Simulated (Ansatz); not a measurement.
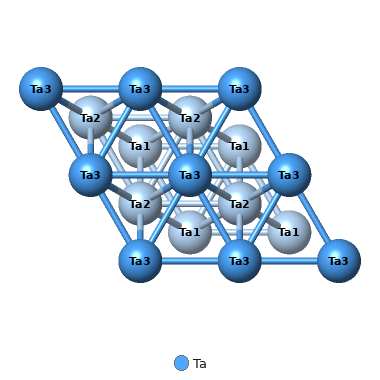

The system is H on a Ta(111) slab cut from the Fm-3m phase, its upper half relaxed before the scan (3 atoms of substrate and one adsorbate in a 1 × 1 cell); the picture shows it without the atoms that are moved over the map. H is moved over the surface cell; relaxed at each place: the height of the adsorbate's atoms; substrate rigid; the origin of the map has the adsorbate above Ta3. Places are given modulo a cell vector. The map is drawn in real space over the plane of the surface. The scan uses a 6 × 6 grid; 10 points were computed and 26 follow by symmetry. Energies: eV, counted from the lowest grid point. With one adsorbate in each 1 × 1 cell, its nearest image is 3.0 Å away, so neighbouring adsorbates interact. The calculation used DFT PBE, scalar-relativistic, plane waves, PAW (Ansatz). Settings: cutoff 420 eV, k-mesh 9×9×1, gaussian smearing 0.1 eV, no spin polarisation.

Range: position of H4 along the first surface vector from 0.000 to 0.833; position of H4 along the second surface vector from 0.000 to 0.833.

Question: What landscape does the calculation give?

Answer: The lowest grid point is at a threefold hollow over a third-layer Ta atom, (4/6, 2/6) of the cell vectors. There is a further well near a threefold hollow over a second-layer Ta atom, (2/6, 4/6) of the cell vectors (0.011 eV above the lowest at that grid point). The highest grid point, the top site over a surface Ta atom, (0/6, 0/6) of the cell vectors, lies 1.65 eV above the lowest. On the interpolated surface the easiest way out of the lowest well to the well at a threefold hollow over a second-layer Ta atom, (2/6, 4/6) of the cell vectors passes a barrier of about 0.37 eV. At the lowest point the adsorbate has 3 Ta at 2.00 Å as nearest neighbours, at the highest 1 Ta at 1.80 Å. Its relaxed height above the top atom is 1.02 Å at the lowest and 1.80 Å at the highest point.

| second ↓, first → | 0/6 | 1/6 | 2/6 | 3/6 | 4/6 | 5/6 |
| --- | --- | --- | --- | --- | --- | --- |
| 5/6 | 1.39 | 1.00 | 0.40 | 0.40 | 1.00 | 1.39 |
| 4/6 | 0.87 | 0.40 | 0.01 | 0.40 | 0.87 | 1.04 |
| 3/6 | 0.37 | 0.40 | 0.40 | 0.37 | 0.41 | 0.41 |
| 2/6 | 0.87 | 1.00 | 0.87 | 0.41 | 0.00 | 0.41 |
| 1/6 | 1.39 | 1.39 | 1.04 | 0.41 | 0.41 | 1.04 |
| 0/6 | 1.65 | 1.39 | 0.87 | 0.37 | 0.87 | 1.39 |

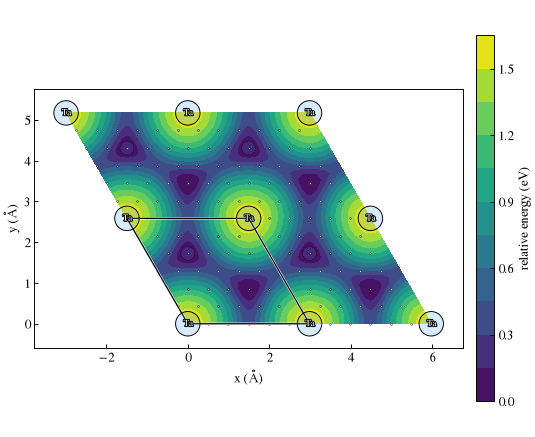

In the figure: filled contours, dots at the grid points, labelled circles for the atoms of the top layer and small ones for the second layer, the outline of one cell of the 2 × 2 shown. Between grid points the surface is interpolated.

The whole map (10 points run) took 2.5 min on 1 thread of Intel(R) Xeon(R) 6975P-C (Granite Rapids), on a shared host.
